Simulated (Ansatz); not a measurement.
W (Fddd, No. 70): the geometry relaxed with DFT, LDA (PW92), plane waves (420 eV) with PAW, scalar-relativistic (Ansatz 0.2.0); the starting structure was generated, so it need not be a known form of this composition.

```
W
1.0
     2.64943    0.00000    0.00000
     0.00000    5.31435    0.00000
     0.00000    0.00000    8.93158
W
8
Direct
  0.25000 0.25000 0.75000
  0.50000 0.00000 0.00000
  0.25000 0.75000 0.25000
  0.50000 0.50000 0.50000
  0.75000 0.25000 0.25000
  0.00000 0.00000 0.50000
  0.75000 0.75000 0.75000
  0.00000 0.50000 0.00000
```

Q: What will a HAADF-like image along [101] show? The image is simulated as a sum over atoms of Z^1.8, blurred by a 0.81 Å probe (no channelling).

A: The columns repeat on a centred rectangular net of 2.54 × 5.31 Å (plane group c2mm). All columns are alike (W). The shortest distance between visible columns is 1.33 Å in projection. Along the beam the structure repeats every 4.66 Å.

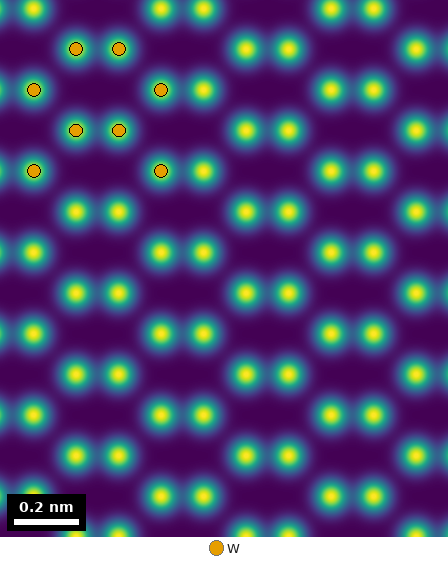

The simulated image, with the columns of the model marked in one corner.
